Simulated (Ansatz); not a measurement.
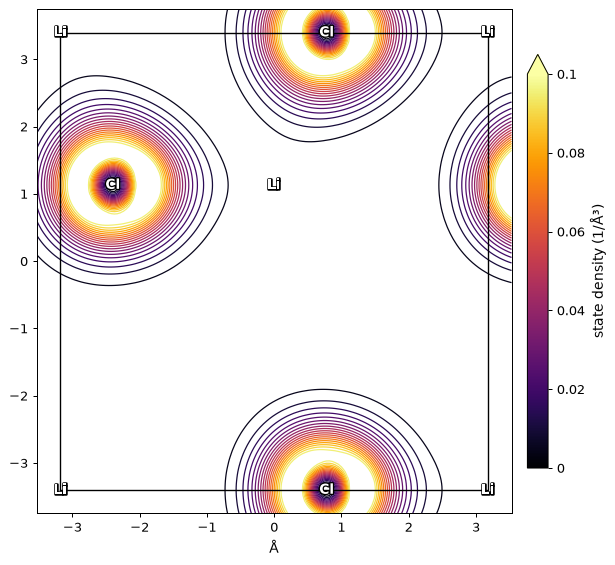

The picture shows: LiCl. Density of the Kohn–Sham states from −0.6 to 0.0 eV about the valence-band maximum (the top of the valence band), scaled to one electron a cell: a map on the (110) plane of the conventional cell.

Space group P6_3mc. The cell comes from a database of computed structures, not from a measurement.

Level of theory: DFT PBE, scalar-relativistic, plane waves, PAW in Ansatz 0.2.0.

In a PAW calculation such maps are meaningful between the atoms, not at the nuclei.

```yaml
crystal:
  lattice:
    - [3.92488, 0.00000, 0.00000]
    - [-1.96244, 3.39905, 0.00000]
    - [0.00000, 0.00000, 6.35716]
  atoms:
    - { symbol: Li, position: [0.66667, 0.33333, 0.87602] }
    - { symbol: Li, position: [0.33333, 0.66667, 0.37602] }
    - { symbol: Cl, position: [0.66667, 0.33333, 0.49898] }
    - { symbol: Cl, position: [0.33333, 0.66667, 0.99898] }
```

**Describe these states.**

Löwdin projections on the PAW files' atomic orbitals give Cl 3p (over 95 %). In space (atomic cells sized by Bader volumes) the density divides as Cl over 95 % and Li little.
